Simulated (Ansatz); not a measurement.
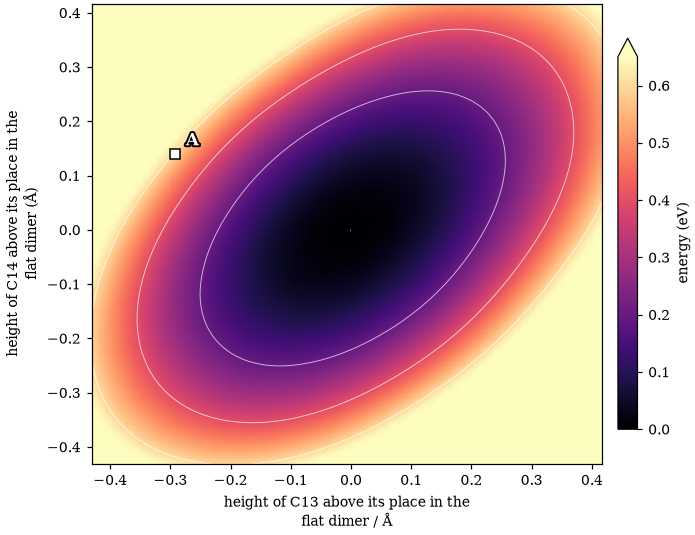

A SiC(100) slab cut from the F-43m phase, its lower face capped with 4 H atoms (18 atoms in the cell). Two atoms of the surface dimers are held at set heights. First axis: height of C13 above its place in the flat dimer. Second axis: height of C14 above its place in the flat dimer. Relaxed at each point: all atoms of the upper layers, but for the two heights. Grid: 7 × 7 points; 28 points were computed and 21 follow by symmetry. Points are written as (first, second). All energies are given in eV relative to the lowest grid point. Theory: DFT LDA, scalar-relativistic, plane waves, PAW in Ansatz 0.2.0. Settings: cutoff 420 eV, k-mesh 4×8×1, gaussian smearing 0.05 eV, no spin polarisation.

The picture shows a smooth colour map with a few white contour lines, one colour for all values above the top of the scale, the point A. Between grid points the surface is interpolated.

Is A at rest? If not, where is it pushed?

Answer. A, at (−0.292 Å, 0.139 Å), is not a stationary point. The computed force is 3 eV for each Å towards larger values of the first coordinate and 2.3 eV for each Å towards smaller values of the second coordinate.
